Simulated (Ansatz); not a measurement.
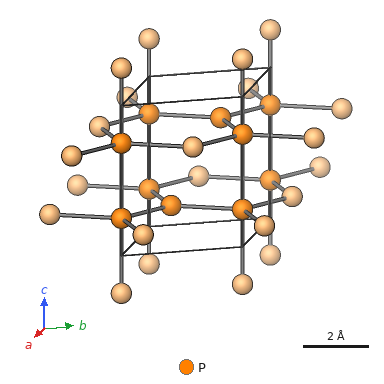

A ball-and-stick rendering, viewed slightly off an axis. The conventional unit cell is outlined; an atom on or near a face, edge or corner is repeated at each equivalent position. The bonded neighbours beyond the faces are included, in fainter colours.

The lattice constants are a = 3.95 Å, b = 3.95 Å, c = 4.80 Å, α = 90.00°, β = 90.00°, γ = 120.00°.

The bonds drawn are P–P up to 2.48 Å (cut-off distances).

### How many atoms does the cell contain?

4 (phosphorus), counting shared atoms by their share.

### Space group?

P6_3/mmc (No. 194), with P on 2b and P on 2d.

### What kind of network do the bonds form?

The bonds build a three-dimensional framework.

The structure comes from a textbook structure type filled with this element (whether it is the usual form wasn't checked). Relaxation method: DFT PBEsol, scalar-relativistic, plane waves, PAW in Ansatz 0.2.0.
